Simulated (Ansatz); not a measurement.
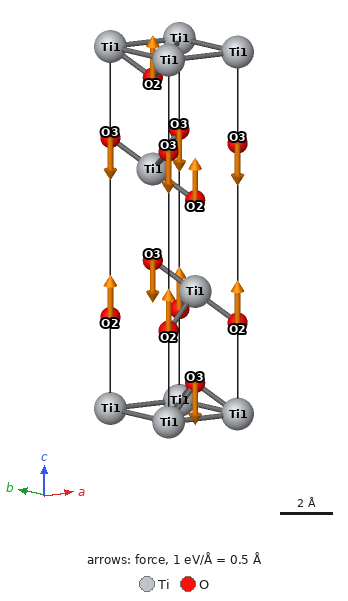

Starting geometry of a crystal of TiO2 (set up in R-3m) (coarse preliminary run) with the computed forces as orange arrows. Style: ball-and-stick. Shown: the conventional cell (3 times the calculation's cell), from a free direction. Lengths and directions refer to the drawn axes.

Case: 2 of 2 Li taken out, relaxed.

Computed with Ansatz 0.2.0, DFT PBE+D3(BJ), scalar-relativistic, plane waves, PAW.

The input:
```yaml
crystal:
  lattice:
    - [1.439777551, 0.8312559566, 4.9022838623]
    - [-1.439777551, 0.8312559566, 4.9022838623]
    - [0.0, -1.6625119132, 4.9022838623]
  atoms:
    - { symbol: Ti, position: [0.0, 0.0, 0.0] }
    - { symbol: O, position: [0.2524760437, 0.2524760437, 0.2524760437] }
    - { symbol: O, position: [0.7475239563, 0.7475239563, 0.7475239563] }
basis:
  ecutwfc: 420
kpoints:
  mp_grid: { grid: [6, 6, 6] }
hamiltonian:
  xc: pbe
  dispersion: d3bj
scf:
  occupations: { method: gaussian, width: 0.1 }
output:
  forces: true
  stress: true
  eigenvalues: true
relax:
  adjacent_minimum: "off"
  f_tol: 0.0325
  max_steps: 70
  cell: { stress_tol: 0.24 }
```

Run as
```bash
ansatz run input.yaml --threads 2 --pin off --max-ram 5120MiB --backend cpu --events-out ev --progress --plain --runs-dir out
```

### Is this structure relaxed? If not, where do the atoms go?

It isn't relaxed: the largest force vector, on O atoms, is 3.46 eV/Å. The atoms end up moving mostly along the starting forces (cosine between the two patterns 1.00). Over 5 accepted moves (7 points after the start) the energy falls by 0.791 eV per cell of the calculation. Largest force component: 3.5 eV/Å at the start, 0.00034 eV/Å at the end. The pressure goes from −12.33 to 0.02 GPa. At 2 points the geometry stayed and the basis and grid were re-selected for the new cell (energy shift of 4.2 meV per cell of the calculation at most each time). The largest moves relative to the cell, 0.12 Å, are those of O2 and O3. O3 goes along −c. Ti stays in place. The volume changes by −2.9 %, with a = b 2.880 → 2.980 Å (+3.5 %), c 14.707 → 13.334 Å (−9.3 %). Some distances before and after: Ti1–Ti1 2.880 → 2.980 Å, Ti1–O2 2.044 → 1.971 Å. Bond angles that change, for instance: Ti1–O3–Ti1 89.6° → 98.2°. The space group stays R-3m (No. 166). The run took 6.8 s on 2 threads of Arm Neoverse V1, with other jobs on the host, peak memory 0.34 GiB.
